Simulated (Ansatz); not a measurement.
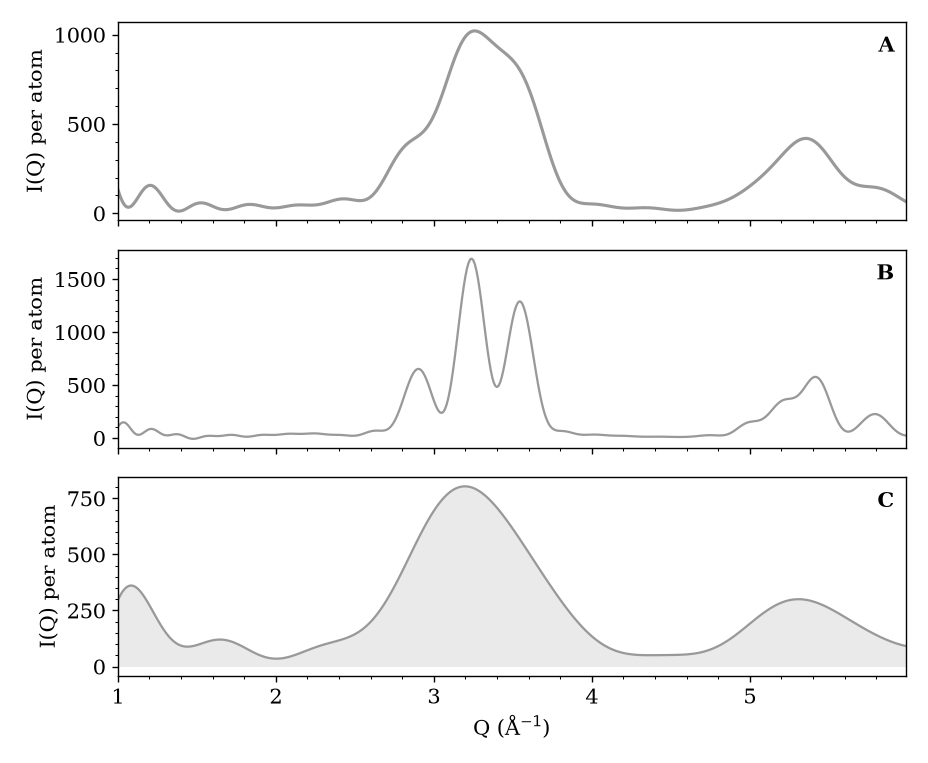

X-ray scattering of spheres cut from the crystal structure of Co (Pm-3n, a = 4.335 Å, b = 4.335 Å, c = 4.335 Å, α = 90.00°, β = 90.00°, γ = 90.00°), calculated atom by atom with the Debye equation (B = 0.5 Å², no relaxation of the surface). It is based on the input geometry of an electronic-structure calculation (not necessarily at equilibrium); the starting structure was generated, so it need not be a known form of this composition.

The spheres are 10, 20 and 36 Å across. Which curve is which?

curve A: 20 Å (437 atoms); curve B: 36 Å (2421 atoms); curve C: 10 Å (63 atoms). Peak widths go roughly as 2π/D, so the largest sphere has the sharpest peaks.

Index the main peaks of the largest sphere.

Q ≈ 2.90 Å⁻¹: 200; Q ≈ 3.24 Å⁻¹: 210; Q ≈ 3.54 Å⁻¹: 211; Q ≈ 5.41 Å⁻¹: 321.
